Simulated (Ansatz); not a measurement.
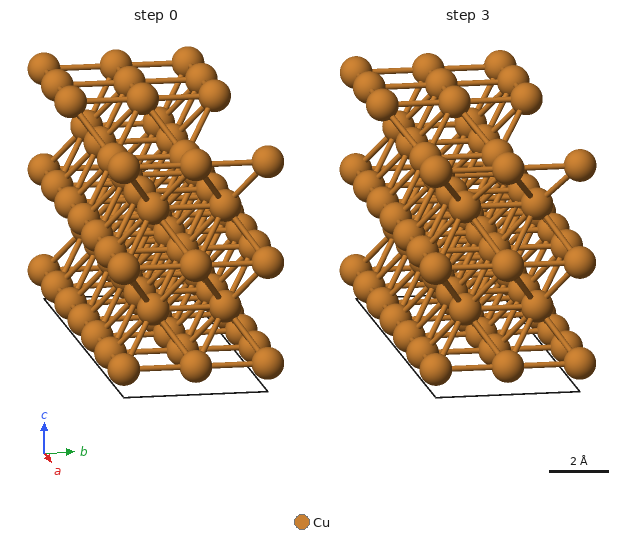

The structure of a slab of composition Cu (cut from the Fm-3m phase) before (left) and after (right) a constrained relaxation, at one scale.

The picture is a ball-and-stick view of the 1 × 2 repeat of the cell, outlined in the plane, without the vacuum, seen slightly off an axis.

Case: stripe over 3 of 6 cells, two steps. 12 atoms are held fixed.

These are results of Ansatz 0.2.0, DFT PBEsol, scalar-relativistic, plane waves, PAW, not measurements. Settings: plane-wave cutoff 420 eV; k-point mesh 3 × 14 × 1; occupations gaussian; smearing width 0.1 eV; no spin polarisation; dipole correction; atoms relaxed in a fixed cell; force threshold 0.02 eV/Å; at most 45 steps.

> Summarise the run.

The largest moves, 0.13 Å, are those of Cu atoms. The cell stays as it was. Near-neighbour distances that change, for instance: Cu–Cu 2.520 → 2.433 Å, Cu–Cu 2.520 → 2.461 Å, Cu–Cu 2.520 → 2.571 Å, Cu–Cu 2.520 → 2.493 Å. After 3 geometry steps the energy has fallen by 0.102 eV per cell of the calculation. The largest force component goes from 0.5 to 0.0042 eV/Å.
